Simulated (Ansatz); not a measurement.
## Ir4O: single-point calculation

The run: single-point calculation of Ir4O (slab, 5 atoms in the cell). Method and program: DFT, LDA, plane waves, PAW, no spin polarisation (Ansatz 0.2.0).

The structure derives from an entry of the Crystallography Open Database. Figures and captions count atoms from 1; the log counts them from 0 in places.

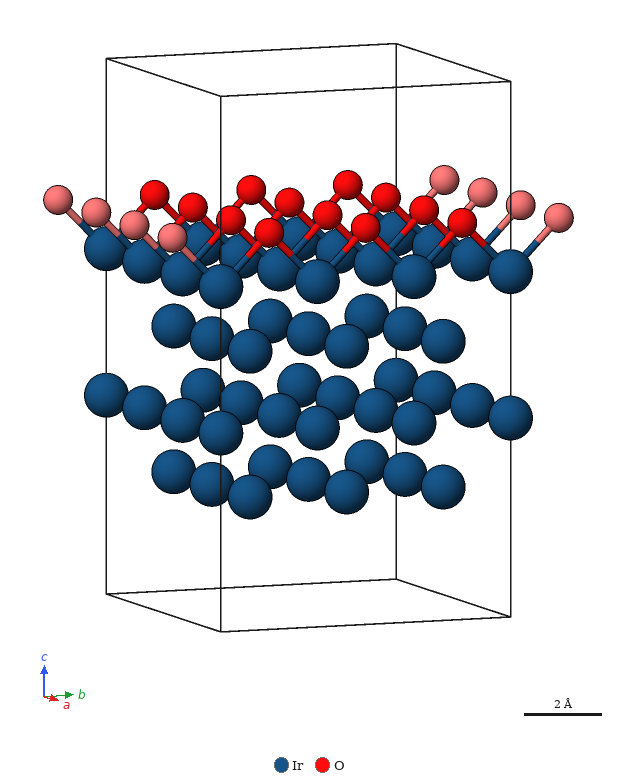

The structure (ball-and-stick view of the 3 × 3 repeat of the cell, with the vacuum cut short, seen slightly off an axis; neighbours outside the cell are drawn fainter). An atom can appear more than once, as a periodic image.

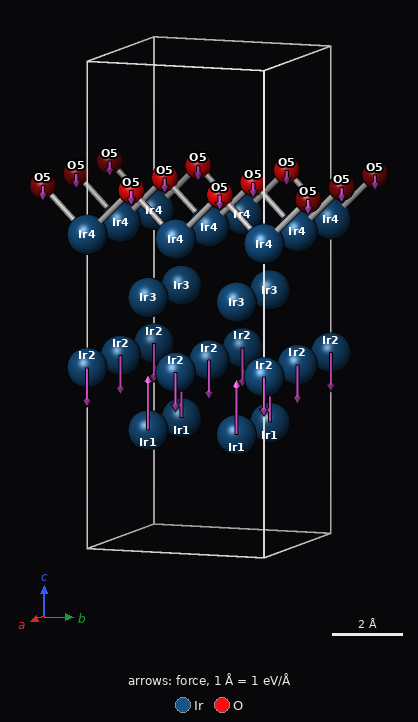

Forces on the atoms as pink arrows (ball-and-stick view of the 2 × 2 repeat of the cell, with the vacuum cut short, seen slightly off an axis; neighbours outside the cell are drawn fainter; atoms are numbered from 1 in the order of the input); the smallest are left out. The largest act on Ir1 (1.63 eV/Å); Ir2 (1.17 eV/Å). The geometry is not a stationary point of this energy.

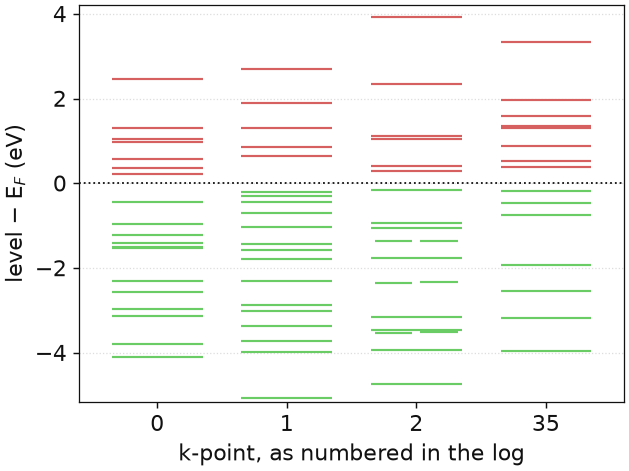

Kohn–Sham levels near the Fermi level (dotted) at the few k-points that the log prints; levels within 0.02 eV of each other stand side by side. The system is metallic on the full mesh.

These pictures come from the run below.

The input
```yaml
crystal:
  lattice:
    - [2.7182807111, 0.0, 0.0]
    - [0.0, 2.7182807111, 0.0]
    - [0.0, 0.0, 24.766344172]
  atoms:
    - { symbol: Ir, position: [0.5, 0.5, 0.3432076991] }
    - { symbol: Ir, position: [0.0, 0.0, 0.4208176488] }
    - { symbol: Ir, position: [0.5, 0.5, 0.4986072769] }
    - { symbol: Ir, position: [0.0, 0.0, 0.5769583437] }
    - { symbol: O, position: [0.0, 0.5, 0.6316139935] }
basis:
  xc_grid: 3
kpoints:
  mp_grid: { grid: [11, 11, 1] }
hamiltonian:
  xc: lda
scf:
  occupations: { method: gaussian, width: 0.1 }
output:
  forces: true
  eigenvalues: true
efield:
  axis: 3
  dipole_correction: true
  ramp_width: 0.04
```

Run as:
```bash
ansatz run input.yaml --threads 2 --pin off --max-ram 5120MiB --backend cpu --events-out ev --progress --plain --runs-dir out
```

The program's output
```
Engine: ansatz 0.2.0, x86_64-unknown-linux-gnu
Pseudopotentials: kind: paw
Pseudopotential: Ir, paw, valence charge 17, recommended cutoff 420 eV (normal), Ir.paw.azcp
Pseudopotential: O, paw, valence charge 6, recommended cutoff 420 eV (normal), O.paw.azcp
Functional definition: SPW92
  exchange = slater_x
  correlation = pw_c
Crystal: 5 atoms, lattice volume = 183.000 Å³
Basis set: ecut = 420 eV, 3671 PW (Γ), exchange–correlation on 60×60×540 points (27 copies of the dense FFT grid, shifted against one another)
Bands: 45, of which v1, the nominal top of the filled ones, is band 37 counted from 1 (36 counted from 0)
Symmetry: 4 space group operations
Space group: Pmm2 (ITA 25), of the structure as read, at distance tolerance 5.7e-5 Å
k-points: 36 of 121
Non-local potential: Ir, projectors of the file, l = 0: 3, l = 1: 2, l = 2: 2, l = 3: 1
Non-local potential: O, projectors of the file, l = 0: 2, l = 1: 2, l = 2: 1
PAW form: soft (Blöchl's): semilocal exchange-correlation on the pseudo side does not see the compensation charge
PAW frozen core: Ir, regenerated for the run's functional, and the local potential with it (the file was generated under x = pbe(κ = 0.804, μ = 0.2195149727645171), c = pbe(β = 0.06672455060314922))
PAW frozen core: O, regenerated for the run's functional, and the local potential with it (the file was generated under x = pbe(κ = 0.804, μ = 0.2195149727645171), c = pbe(β = 0.06672455060314922))
PAW one-centre angular grid: Ir, 590 points (default); XC on 64 Gauss nodes
PAW one-centre angular grid: O, 110 points (default); XC on 64 Gauss nodes
Initial density: superposition of atomic densities (neutral atoms: chi_scale 0, normalization atom), corrected by the library's trained network
Initial wavefunctions: pseudopotential atomic-orbital guess
Functional: x = slater, c = lda
SCF iter   1: F=—  HF=-47204.892274 eV  |F-HF|=—  |Δ(HF+E_count)|=         —  Δρ=2.64e-2  dr2=1.48e1  ethr=1.77e-3  p=-0.103 e·Å  D=-1.02e-1 V/Å  ΔV_dip=2.53 eV  dr2_dipole=6.41e0  V_vac-E_F(+/−)=7.82/5.29 eV  ⟨swp⟩=9.2  Hψ=8190  notcnv=0
efield: sawtooth ramp at fractional position 0.9674 (placed from the atoms, in the widest stretch of the axis that holds none; the zero of the levels goes with the place), width 0.0400; the density the first Hamiltonian is built on has a dipole p = -0.103 e·Å; the dipole correction subtracts the counter field D = -1.02e-1 V/Å, which shifts the + side's vacuum level by +2.53 eV against the − side's; the planar-averaged density in the ramp window peaks in size at 5.5e-6 e/Å³
preconditioner: auto → LDOS  [metal: Δε(μ)=0.021 eV  Ē_g=7.311 eV  σ=0.100 eV  W_gap=0.12  n_scr=30 (ndim 8)  ℏωp=17.8 eV  f_vac=0.595  D(μ)=4.25/eV (n_scr^D=16)  β→1.0]
SCF iter   2: F=—  HF=-47204.670850 eV  |F-HF|=—  |Δ(HF+E_count)|=   2.21e-1  Δρ=8.50e-3  dr2=1.41e0  ethr=1.77e-3  p=-0.060 e·Å  D=-5.92e-2 V/Å  ΔV_dip=1.47 eV  dr2_dipole=5.34e-1  V_vac-E_F(+/−)=7.57/6.10 eV  ⟨swp⟩=2.0  Hψ=2098  notcnv=0  defer=65
SCF iter   3: F=—  HF=-47204.669890 eV  |F-HF|=—  |Δ(HF+E_count)|=   9.60e-4  Δρ=2.08e-3  dr2=1.92e-2  ethr=1.77e-3  p=-0.069 e·Å  D=-6.82e-2 V/Å  ΔV_dip=1.69 eV  dr2_dipole=7.00e-3  V_vac-E_F(+/−)=7.57/5.88 eV  ⟨swp⟩=1.4  Hψ=1573  notcnv=0  defer=65
SCF iter   4: F=—  HF=-47204.670600 eV  |F-HF|=—  |Δ(HF+E_count)|=   7.10e-4  Δρ=7.82e-4  dr2=1.36e-3  ethr=2.60e-5  p=-0.068 e·Å  D=-6.74e-2 V/Å  ΔV_dip=1.67 eV  dr2_dipole=1.17e-5  V_vac-E_F(+/−)=7.59/5.92 eV  ⟨swp⟩=2.2  Hψ=2188  notcnv=0  defer=65
SCF iter   5: F=—  HF=-47204.670715 eV  |F-HF|=—  |Δ(HF+E_count)|=   1.15e-4  Δρ=1.89e-4  dr2=9.05e-5  ethr=1.84e-6  p=-0.067 e·Å  D=-6.67e-2 V/Å  ΔV_dip=1.65 eV  dr2_dipole=1.20e-7  V_vac-E_F(+/−)=7.58/5.93 eV  ⟨swp⟩=2.2  Hψ=2306  notcnv=0  defer=65
SCF iter   6: F=—  HF=-47204.670833 eV  |F-HF|=—  |Δ(HF+E_count)|=   1.17e-4  Δρ=6.15e-5  dr2=1.29e-5  ethr=1.22e-7  p=-0.067 e·Å  D=-6.61e-2 V/Å  ΔV_dip=1.64 eV  dr2_dipole=2.05e-6  V_vac-E_F(+/−)=7.57/5.93 eV  ⟨swp⟩=2.1  Hψ=2537  notcnv=0  defer=65
SCF iter   7: F=—  HF=-47204.670836 eV  |F-HF|=—  |Δ(HF+E_count)|=   3.08e-6  Δρ=1.75e-5  dr2=1.62e-6  ethr=1.74e-8  p=-0.067 e·Å  D=-6.61e-2 V/Å  ΔV_dip=1.64 eV  dr2_dipole=1.35e-7  V_vac-E_F(+/−)=7.57/5.93 eV  ⟨swp⟩=2.5  Hψ=2543  notcnv=0  defer=65
SCF iter   8: F=—  HF=-47204.670836 eV  |F-HF|=—  |Δ(HF+E_count)|=   4.21e-7  Δρ=5.77e-6  dr2=1.09e-7  ethr=2.19e-9  p=-0.067 e·Å  D=-6.61e-2 V/Å  ΔV_dip=1.64 eV  dr2_dipole=7.80e-12  V_vac-E_F(+/−)=7.57/5.93 eV  ⟨swp⟩=2.4  Hψ=2482  notcnv=0  defer=65
SCF iter   9: F=-47204.670837 eV  HF=-47204.670836 eV  |F-HF|=9.44e-8  |Δ(HF+E_count)|=   3.16e-7  Δρ=1.48e-6  dr2=4.94e-9  ethr=1.35e-10  p=-0.067 e·Å  D=-6.61e-2 V/Å  ΔV_dip=1.64 eV  dr2_dipole=1.99e-11  V_vac-E_F(+/−)=7.57/5.93 eV  ⟨swp⟩=14.8  Hψ=7540  notcnv=0
SCF 1 converged in 9 iterations: F = -47204.670837 eV  dr2 = 4.94e-9
  greatest PAW one-centre occupation: 1.000 electrons in one spin orbital (limit 2), on the Ir atom at site 3 (counted from 0), in its partial waves of l = 0
SCF converged after 9 iterations
Free energy (F): -47204.670837 eV
Harris-Foulkes:  -47204.670836 eV  (|F-HF|=9.44e-8)
Internal energy: -47204.646650 eV  (E = F + TS)
E sigma→0 (E₀):  -47204.658743 eV
Entropy (-TS):   -0.024186 eV (-4.837 meV/atom)
Fermi energy:    3.715293 eV
Dipole field:    D = -0.066111 V/Å  (p = -0.066860 e·Å, saw-weighted, corrected)
Work function:   Φ+ = 7.5720 eV   Φ− = 5.9346 eV
Levels:          The Fermi level and band energies are counted from a zero that moves with the ramp; work functions are not
--- Per-component energies (eV) ---
  E_band       = -1850.579426
  E_kinetic    = 2658.534021
  E_local      = -126825.186357  (includes V_loc(G=0)·N_el)
  E_nonlocal   = 369.875532
  E_hartree    = 62110.939251
  E_xc         = -1132.949965
  E_vxc        = -1285.914631  (∫ρ·V_xc dr)
  E_paw        = -35958.873277  (= ΣΔE_a)
  E_vpaw       = -988.136934  (= ΣTr[D̂ρ^β])
  E_aug_tail   = 0.002502  (compensation charges beyond the density's cutoff)
  E_efield     = 0.002210  (sawtooth field / dipole correction)
  E_vefield    = -1.642202  (∫n·V_field dr)
  E_ewald      = 51571.266103
  E_core_change = 1.743330  (= ΣΔE_core)
  E_smearing   = -0.024186  (= −TS)
  E_closure    = -0.000000  (closes the sum)
  Σ components = -47204.670837   (vs F -47204.670837, Δ=0.00e0)
--- Forces (eV/Å), atoms counted from 1 ---
  atom   1  Ir     0.00000000     0.00000000     1.62778484
  atom   2  Ir     0.00000000     0.00000000    -1.17004799
  atom   3  Ir     0.00000000     0.00000000    -0.01492160
  atom   4  Ir     0.00000000     0.00000000     0.03252692
  atom   5  O      0.00000000     0.00000000    -0.47534331
  max |Σ_I F_I| component: 1.15e-6 eV/Å
--- Band table (eV; the first three rows and the last of 36) ---
  k-point 0: bands = ["-89.6228", "-89.1982", "-89.1339", "-88.4029", "-46.6231", "-46.3533", "-46.1632", "-45.9782", "-45.8235", "-45.8230", "-45.8096", "-45.6726", "-45.6613", "-45.0800", "-45.0110", "-45.0099", "-15.4893", "-6.5173", "-4.6669", "-4.1190", "-3.3768", "-3.1468", "-2.6499", "-2.2972", "-1.4901", "-0.3877", "-0.0884", "0.5825", "0.7515", "1.1586", "1.3982", "2.1926", "2.2217", "2.3090", "2.4981", "2.7548", "3.2789", "3.9253", "4.0635", "4.2936", "4.6933", "4.7543", "5.0306", "6.1724", "9.4545"]
  k-point 1: bands = ["-89.6209", "-89.1959", "-89.1328", "-88.4012", "-46.6163", "-46.3951", "-46.1557", "-45.9737", "-45.8829", "-45.8187", "-45.7838", "-45.6936", "-45.6731", "-45.0774", "-45.0411", "-45.0088", "-15.4439", "-6.3116", "-4.4937", "-3.8945", "-3.2659", "-2.9569", "-2.5894", "-2.4066", "-1.3585", "-0.2592", "-0.0122", "0.3386", "0.7061", "0.8347", "1.4179", "1.9246", "2.1302", "2.2787", "2.6812", "3.0236", "3.2835", "3.4135", "3.4972", "4.3589", "4.5600", "5.0207", "5.6098", "6.4209", "9.6576"]
  k-point 2: bands = ["-89.6159", "-89.1897", "-89.1298", "-88.3968", "-46.5990", "-46.5003", "-46.1445", "-45.9814", "-45.9615", "-45.8051", "-45.7815", "-45.7703", "-45.6750", "-45.1252", "-45.0698", "-45.0030", "-15.3305", "-5.7620", "-4.1598", "-3.3562", "-2.9415", "-2.6667", "-2.5062", "-2.0811", "-1.0127", "-0.2224", "0.1797", "0.1972", "0.2393", "0.5590", "1.3718", "1.3757", "1.9420", "2.3420", "2.3606", "2.6538", "2.7769", "3.5546", "4.0125", "4.1168", "4.7549", "4.8210", "6.0599", "7.6429", "10.1840"]
  k-point 35: bands = ["-89.5795", "-89.1478", "-89.1005", "-88.3616", "-46.7637", "-46.4777", "-46.3527", "-46.2285", "-46.2043", "-46.0108", "-45.9797", "-45.9126", "-45.9000", "-45.3590", "-45.3579", "-45.0407", "-14.5984", "-3.9208", "-3.8033", "-3.1048", "-3.0002", "-2.9336", "-2.3450", "-1.7320", "-1.5076", "-1.4482", "-0.2398", "0.5273", "1.1803", "1.7891", "2.9574", "3.2544", "3.5387", "4.1044", "4.2434", "4.6023", "5.0117", "5.0768", "5.2931", "5.6725", "7.0483", "8.5124", "9.9254", "11.1879", "11.8523"]
```

Key numbers

```tsv
quantity	value
outcome	converged
electrons treated	74
free energy	−47204.6708 eV
Fermi energy	3.715 eV
gap on the k-point mesh	none (metallic)
largest force (length of the vector)	1.628 eV/Å
hardware	2 threads of Intel Xeon @ 2.50GHz (Skylake/Cascade Lake), 32 GiB of memory available, shared host
wall time	15 s (CPU time 30 s)
peak memory	0.53 GiB
```

Notes

Settings chosen away from the usual ones: hamiltonian.xc set to lda (from r2scan); basis.xc_grid set to 3; basis.ecutwfc removed. Spin–orbit coupling is left out, which matters for Ir.
